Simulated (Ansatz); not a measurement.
## Field-gradient calculation, with input and output: CoSi₄₇ (charge −2) (part 2 of 3)

The same run, continued: CoSi₄₇ (defect cell, 48 atoms in the cell, total charge −2); DFT, PBE, plane-wave PAW, default files, scalar-relativistic, spin-polarised (Ansatz 0.2.0); cutoff 420 eV, 3×2×2 k-mesh, Fermi–Dirac smearing of 0.01 eV, collinear spins. The structure derives from an entry of the Crystallography Open Database. It belongs to a series of runs on one base structure; here: Co on a Si site, charge -2, host positions.

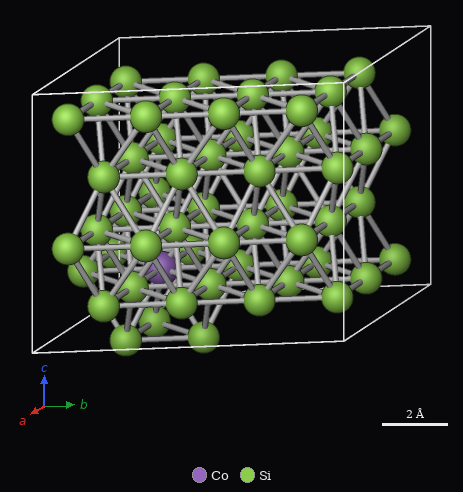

The structure (ball-and-stick view of the cell of the calculation, seen slightly off an axis; bonded neighbours outside the cell are drawn too).

Output, continued:
```
Internal energy: -34936.688851 eV  (E = F + TS)
E sigma→0 (E₀):  -34936.691728 eV
Entropy (-TS):   -0.005754 eV (-0.120 meV/atom)
Fermi energy:    15.568183 eV
--- Per-component energies (eV) ---
  E_band       = 1319.853792
  E_kinetic    = 2780.435504
  E_local      = -4513.789688  (includes V_loc(G=0)·N_el)
  E_nonlocal   = 1695.518220
  E_hartree    = 2315.670723
  E_xc         = -2950.292581
  E_vxc        = -2663.270962  (∫ρ·V_xc dr)
  E_paw        = -25618.575164  (= ΣΔE_a)
  E_vpaw       = -610.382357  (= ΣTr[D̂ρ^β])
  E_aug_tail   = 0.000377  (compensation charges beyond the density's cutoff)
  E_ewald      = -8645.656242
  E_smearing   = -0.005754  (= −TS)
  E_closure    = 0.000000  (closes the sum)
  E_deformation_potential = -47.087876  (in the stress; not in F)
  Σ components = -34936.694605   (vs F -34936.694605, Δ=0.00e0)
--- Forces (eV/Å), atoms counted from 1 ---
  atom   1  Co     0.00668328    -0.00346804     0.00000000
  atom   2  Si    -0.04081402     0.02194533     0.00000000
  atom   3  Si     0.26952218    -0.58965254     0.00000000
  atom   4  Si    -0.01415796     0.04745001     0.00000000
  atom   5  Si    -0.08095529     0.04366051     0.00000000
  atom   6  Si    -0.02897977    -0.01467757     0.00000000
  atom   7  Si    -0.36995304     0.52990734     0.00000000
  atom   8  Si    -0.01005105     0.05503987     0.00000000
  atom   9  Si    -0.84552618    -0.00921476     0.00000000
  atom  10  Si    -0.05617446     0.12633965     0.00000000
  atom  11  Si    -0.33743403    -0.65076008     0.00000000
  atom  12  Si    -0.01426613    -0.05989268     0.00000000
  atom  13  Si    -0.09358786    -0.12625714     0.00000000
  atom  14  Si     0.01025882     0.05229168     0.00000000
  atom  15  Si    -0.04326106     0.12430759     0.00000000
  atom  16  Si     0.00472327    -0.01881314     0.00000000
  atom  17  Si     0.78653798    -0.08188694     0.00000000
  atom  18  Si     0.06725286    -0.03409911     0.00000000
  atom  19  Si     0.04375836    -0.04819240     0.00000000
  atom  20  Si     0.04607174     0.03183181     0.00000000
  atom  21  Si     0.13133405     0.09329287     0.00000000
  atom  22  Si     0.02503656    -0.01147473     0.00000000
  atom  23  Si     0.28672595     0.65112740     0.00000000
  atom  24  Si    -0.00794299     0.12004489     0.00000000
  atom  25  Si    -0.47914764     0.26324348    -0.52303641
  atom  26  Si    -0.47914764     0.26324348     0.52303641
  atom  27  Si     0.03459225    -0.54662493    -0.46916411
  atom  28  Si     0.03459225    -0.54662493     0.46916411
  atom  29  Si    -0.01464926    -0.11083168    -0.02257982
  atom  30  Si    -0.01464926    -0.11083168     0.02257982
  atom  31  Si    -0.09265690     0.02049704    -0.04946157
  atom  32  Si    -0.09265690     0.02049704     0.04946157
  atom  33  Si     0.02277125    -0.00814150    -0.05146863
  atom  34  Si     0.02277125    -0.00814150     0.05146863
  atom  35  Si    -0.10966111    -0.07868995     0.07734507
  atom  36  Si    -0.10966111    -0.07868995    -0.07734507
  atom  37  Si    -0.00110142    -0.13139324    -0.03550448
  atom  38  Si    -0.00110142    -0.13139324     0.03550448
  atom  39  Si     0.05771196     0.11454030     0.01431661
  atom  40  Si     0.05771196     0.11454030    -0.01431661
  atom  41  Si     0.48799956     0.21287966    -0.47362943
  atom  42  Si     0.48799956     0.21287966     0.47362943
  atom  43  Si     0.10562251    -0.00796584     0.04251639
  atom  44  Si     0.10562251    -0.00796584    -0.04251639
  atom  45  Si     0.06712483     0.00937490    -0.03820171
  atom  46  Si     0.06712483     0.00937490     0.03820171
  atom  47  Si     0.05399342     0.13868679    -0.00130411
  atom  48  Si     0.05399342     0.13868679     0.00130411
  max |Σ_I F_I| component: 8.89e-8 eV/Å
--- Stress (GPa, compression-positive) ---
       48.342780       4.490481       0.000000
        4.490481      44.049398       0.000000
        0.000000       0.000000      39.924958
  P = ⅓ Tr σ = 44.1057 GPa (441.057 kbar)
--- PAW observables at the nuclei: V_zz in 10²¹ V/m², potentials from the cell's mean, atoms counted from 1 ---
  atom   1  Co V_zz =    +1.894901   η = 0.8798   by run symmetry: allowed   C_q = +19.2438 MHz
            electrostatic potential = -3391.475187 V   contact ρ = 114691.074471 e/Å³   contact ρ_s (e/Å³): all electrons +0.000034, valence +0.000037
  atom   2  Si V_zz =    -0.757178   η = 0.9078   by run symmetry: allowed
            electrostatic potential = -1367.788957 V   contact ρ = 12813.777443 e/Å³   contact ρ_s (e/Å³): all electrons +0.000008, valence +0.000008
  atom   3  Si V_zz =    -0.348152   η = 0.3925   by run symmetry: allowed
            electrostatic potential = -1367.845336 V   contact ρ = 12813.190018 e/Å³   contact ρ_s (e/Å³): all electrons +0.000018, valence +0.000018
  atom   4  Si V_zz =    -0.301469   η = 0.1458   by run symmetry: allowed
            electrostatic potential = -1367.863563 V   contact ρ = 12813.904512 e/Å³   contact ρ_s (e/Å³): all electrons +0.000002, valence +0.000002
  atom   5  Si V_zz =    +0.690896   η = 0.4087   by run symmetry: allowed
            electrostatic potential = -1367.902896 V   contact ρ = 12813.452933 e/Å³   contact ρ_s (e/Å³): all electrons +0.000000, valence +0.000000
  atom   6  Si V_zz =    -0.682431   η = 0.7563   by run symmetry: allowed
            electrostatic potential = -1367.970828 V   contact ρ = 12813.963366 e/Å³   contact ρ_s (e/Å³): all electrons +0.000011, valence +0.000011
  atom   7  Si V_zz =    -0.284153   η = 0.7122   by run symmetry: allowed
            electrostatic potential = -1367.784324 V   contact ρ = 12813.045885 e/Å³   contact ρ_s (e/Å³): all electrons +0.000007, valence +0.000007
  atom   8  Si V_zz =    -0.374401   η = 0.3244   by run symmetry: allowed
            electrostatic potential = -1367.879100 V   contact ρ = 12813.964256 e/Å³   contact ρ_s (e/Å³): all electrons +0.000001, valence +0.000001
  atom   9  Si V_zz =    -0.434935   η = 0.4163   by run symmetry: allowed
            electrostatic potential = -1367.777194 V   contact ρ = 12813.028441 e/Å³   contact ρ_s (e/Å³): all electrons +0.000011, valence +0.000010
  atom  10  Si V_zz =    -0.465619   η = 0.2548   by run symmetry: allowed
            electrostatic potential = -1367.947914 V   contact ρ = 12813.780052 e/Å³   contact ρ_s (e/Å³): all electrons +0.000001, valence +0.000001
  atom  11  Si V_zz =    -0.464394   η = 0.7431   by run symmetry: allowed
            electrostatic potential = -1367.818710 V   contact ρ = 12813.030102 e/Å³   contact ρ_s (e/Å³): all electrons +0.000004, valence +0.000004
  atom  12  Si V_zz =    -0.528315   η = 0.1577   by run symmetry: allowed
            electrostatic potential = -1367.900050 V   contact ρ = 12813.694819 e/Å³   contact ρ_s (e/Å³): all electrons +0.000004, valence +0.000004
  atom  13  Si V_zz =    -0.522161   η = 0.5041   by run symmetry: allowed
            electrostatic potential = -1367.859678 V   contact ρ = 12813.701148 e/Å³   contact ρ_s (e/Å³): all electrons +0.000009, valence +0.000009
  atom  14  Si V_zz =    -0.907943   η = 0.9232   by run symmetry: allowed
            electrostatic potential = -1367.872206 V   contact ρ = 12813.946126 e/Å³   contact ρ_s (e/Å³): all electrons +0.000002, valence +0.000002
  atom  15  Si V_zz =    +0.359278   η = 0.9080   by run symmetry: allowed
            electrostatic potential = -1367.892425 V   contact ρ = 12813.707045 e/Å³   contact ρ_s (e/Å³): all electrons +0.000020, valence +0.000020
  atom  16  Si V_zz =    -0.995866   η = 0.5869   by run symmetry: allowed
            electrostatic potential = -1367.885630 V   contact ρ = 12814.018346 e/Å³   contact ρ_s (e/Å³): all electrons +0.000000, valence +0.000000
  atom  17  Si V_zz =    -0.620080   η = 0.2755   by run symmetry: allowed
            electrostatic potential = -1367.805338 V   contact ρ = 12812.949627 e/Å³   contact ρ_s (e/Å³): all electrons +0.000001, valence +0.000001
  atom  18  Si V_zz =    -0.399463   η = 0.1393   by run symmetry: allowed
            electrostatic potential = -1367.955802 V   contact ρ = 12813.627804 e/Å³   contact ρ_s (e/Å³): all electrons +0.000025, valence +0.000024
  atom  19  Si V_zz =    -0.473568   η = 0.0861   by run symmetry: allowed
            electrostatic potential = -1367.789037 V   contact ρ = 12813.964224 e/Å³   contact ρ_s (e/Å³): all electrons +0.000034, valence +0.000034
  atom  20  Si V_zz =    -0.903419   η = 0.5659   by run symmetry: allowed
            electrostatic potential = -1367.865170 V   contact ρ = 12814.102269 e/Å³   contact ρ_s (e/Å³): all electrons -0.000001, valence -0.000001
  atom  21  Si V_zz =    -0.591733   η = 0.4239   by run symmetry: allowed
            electrostatic potential = -1367.837018 V   contact ρ = 12813.740599 e/Å³   contact ρ_s (e/Å³): all electrons +0.000004, valence +0.000004
  atom  22  Si V_zz =    -0.694677   η = 0.5440   by run symmetry: allowed
            electrostatic potential = -1367.894387 V   contact ρ = 12813.887170 e/Å³   contact ρ_s (e/Å³): all electrons -0.000001, valence -0.000000
  atom  23  Si V_zz =    -0.487628   η = 0.0259   by run symmetry: allowed
            electrostatic potential = -1367.842177 V   contact ρ = 12812.950662 e/Å³   contact ρ_s (e/Å³): all electrons +0.000008, valence +0.000008
  atom  24  Si V_zz =    -0.384898   η = 0.2476   by run symmetry: allowed
            electrostatic potential = -1367.903085 V   contact ρ = 12813.782396 e/Å³   contact ρ_s (e/Å³): all electrons +0.000006, valence +0.000006
  atom  25  Si V_zz =    -0.414624   η = 0.9719   by run symmetry: allowed
            electrostatic potential = -1367.880673 V   contact ρ = 12813.301616 e/Å³   contact ρ_s (e/Å³): all electrons -0.000001, valence -0.000001
  atom  26  Si V_zz =    -0.414624   η = 0.9719   by run symmetry: allowed
            electrostatic potential = -1367.880673 V   contact ρ = 12813.301616 e/Å³   contact ρ_s (e/Å³): all electrons -0.000001, valence -0.000001
  atom  27  Si V_zz =    +0.621856   η = 0.4583   by run symmetry: allowed
            electrostatic potential = -1367.886430 V   contact ρ = 12813.436136 e/Å³   contact ρ_s (e/Å³): all electrons +0.000004, valence +0.000004
  atom  28  Si V_zz =    +0.621856   η = 0.4583   by run symmetry: allowed
            electrostatic potential = -1367.886430 V   contact ρ = 12813.436136 e/Å³   contact ρ_s (e/Å³): all electrons +0.000004, valence +0.000004
  atom  29  Si V_zz =    +0.760662   η = 0.7707   by run symmetry: allowed
            electrostatic potential = -1367.838414 V   contact ρ = 12814.000712 e/Å³   contact ρ_s (e/Å³): all electrons -0.000000, valence -0.000000
  atom  30  Si V_zz =    +0.760662   η = 0.7707   by run symmetry: allowed
            electrostatic potential = -1367.838414 V   contact ρ = 12814.000712 e/Å³   contact ρ_s (e/Å³): all electrons -0.000000, valence -0.000000
  atom  31  Si V_zz =    +0.698676   η = 0.7682   by run symmetry: allowed
            electrostatic potential = -1367.860428 V   contact ρ = 12814.003482 e/Å³   contact ρ_s (e/Å³): all electrons +0.000006, valence +0.000006
  atom  32  Si V_zz =    +0.698676   η = 0.7682   by run symmetry: allowed
            electrostatic potential = -1367.860428 V   contact ρ = 12814.003482 e/Å³   contact ρ_s (e/Å³): all electrons +0.000006, valence +0.000006
  atom  33  Si V_zz =    -0.698618   η = 0.9948   by run symmetry: allowed
            electrostatic potential = -1367.757649 V   contact ρ = 12814.061182 e/Å³   contact ρ_s (e/Å³): all electrons +0.000001, valence +0.000001
  atom  34  Si V_zz =    -0.698618   η = 0.9948   by run symmetry: allowed
            electrostatic potential = -1367.757649 V   contact ρ = 12814.061182 e/Å³   contact ρ_s (e/Å³): all electrons +0.000001, valence +0.000001
  atom  35  Si V_zz =    -0.744684   η = 0.4564   by run symmetry: allowed
            electrostatic potential = -1367.917616 V   contact ρ = 12813.849086 e/Å³   contact ρ_s (e/Å³): all electrons +0.000003, valence +0.000003
  atom  36  Si V_zz =    -0.744684   η = 0.4564   by run symmetry: allowed
            electrostatic potential = -1367.917616 V   contact ρ = 12813.849086 e/Å³   contact ρ_s (e/Å³): all electrons +0.000003, valence +0.000003
  atom  37  Si V_zz =    +0.640260   η = 0.1359   by run symmetry: allowed
            electrostatic potential = -1367.767177 V   contact ρ = 12813.922382 e/Å³   contact ρ_s (e/Å³): all electrons +0.000001, valence +0.000001
  atom  38  Si V_zz =    +0.640260   η = 0.1359   by run symmetry: allowed
            electrostatic potential = -1367.767177 V   contact ρ = 12813.922382 e/Å³   contact ρ_s (e/Å³): all electrons +0.000001, valence +0.000001
  atom  39  Si V_zz =    +0.488888   η = 0.4224   by run symmetry: allowed
            electrostatic potential = -1367.817501 V   contact ρ = 12814.083803 e/Å³   contact ρ_s (e/Å³): all electrons +0.000001, valence +0.000001
  atom  40  Si V_zz =    +0.488888   η = 0.4224   by run symmetry: allowed
            electrostatic potential = -1367.817501 V   contact ρ = 12814.083803 e/Å³   contact ρ_s (e/Å³): all electrons +0.000001, valence +0.000001
  atom  41  Si V_zz =    +0.656144   η = 0.4720   by run symmetry: allowed
            electrostatic potential = -1367.863081 V   contact ρ = 12813.419908 e/Å³   contact ρ_s (e/Å³): all electrons -0.000000, valence -0.000000
  atom  42  Si V_zz =    +0.656144   η = 0.4720   by run symmetry: allowed
            electrostatic potential = -1367.863081 V   contact ρ = 12813.419908 e/Å³   contact ρ_s (e/Å³): all electrons -0.000000, valence -0.000000
  atom  43  Si V_zz =    +0.515319   η = 0.1704   by run symmetry: allowed
            electrostatic potential = -1367.900855 V   contact ρ = 12813.840428 e/Å³   contact ρ_s (e/Å³): all electrons +0.000002, valence +0.000002
  atom  44  Si V_zz =    +0.515319   η = 0.1704   by run symmetry: allowed
            electrostatic potential = -1367.900855 V   contact ρ = 12813.840428 e/Å³   contact ρ_s (e/Å³): all electrons +0.000002, valence +0.000002
  atom  45  Si V_zz =    +0.841597   η = 0.4891   by run symmetry: allowed
            electrostatic potential = -1367.851300 V   contact ρ = 12813.680629 e/Å³   contact ρ_s (e/Å³): all electrons +0.000006, valence +0.000006
  atom  46  Si V_zz =    +0.841597   η = 0.4891   by run symmetry: allowed
            electrostatic potential = -1367.851300 V   contact ρ = 12813.680629 e/Å³   contact ρ_s (e/Å³): all electrons +0.000006, valence +0.000006
  atom  47  Si V_zz =    -0.648207   η = 0.5926   by run symmetry: allowed
            electrostatic potential = -1367.913124 V   contact ρ = 12813.747977 e/Å³   contact ρ_s (e/Å³): all electrons +0.000008, valence +0.000008
  atom  48  Si V_zz =    -0.648207   η = 0.5926   by run symmetry: allowed
            electrostatic potential = -1367.913124 V   contact ρ = 12813.747977 e/Å³   contact ρ_s (e/Å³): all electrons +0.000008, valence +0.000008
--- Band table (eV; the first three rows and the last of 16) ---
```
